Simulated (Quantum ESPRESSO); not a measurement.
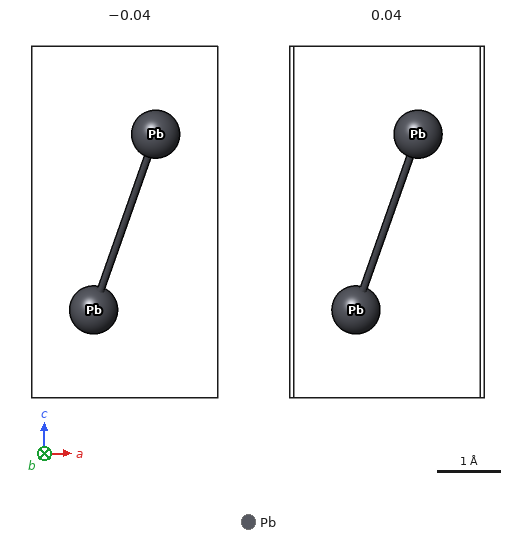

Solid Pb (set up in P2_1/m), held at several strains, with the atoms relaxed (per unit of the tabulated number the cell is strained by 0.5 along [3 2 0], −0.5 along [−1 3 0]). The picture shows the first and the last member. The picture is a ball-and-stick view of the cell of the calculation, seen along the b axis.

Computed with Quantum ESPRESSO 7.5: PBEsol, GBRV 1.5 PBEsol. Set-up: plane-wave cutoff 612.3 eV; k-point mesh 9 × 9 × 5; occupations fermi-dirac; smearing width 0.05 eV; no spin polarisation.

| strain | energy (meV/atom) |
| --- | --- |
| −0.04 | 1.94 |
| −0.02 | 0.56 |
| −0.01 | 0.15 |
| 0 | 0.00 |
| 0.01 | 0.15 |
| 0.02 | ? |
| 0.04 | 1.94 |

**One row is withheld. What does the calculation give there?**

A parabola through three neighbouring rows (0, 0.01, 0.04) gives, with Lagrange weights, (−0.5000)(0.00) + (1.3333)(0.15) + (0.1667)(1.94) = 0.52 meV/atom. The calculation gives 0.56 meV/atom. The estimate is 0.04 meV/atom too low. From the first member to the last: Pb–Pb 3.540 → 3.420 Å, Pb–Pb 3.420 → 3.540 Å, Pb–Pb 3.463 → 3.422 Å.

The whole series:

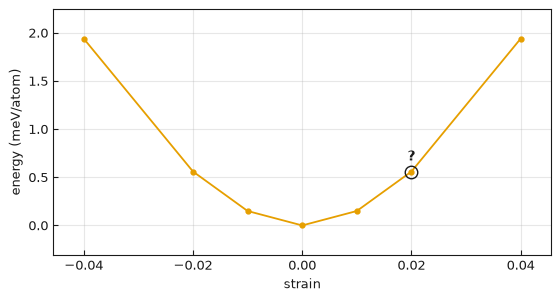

Each member starts from this one structure; whether another phase lies lower wasn't checked.
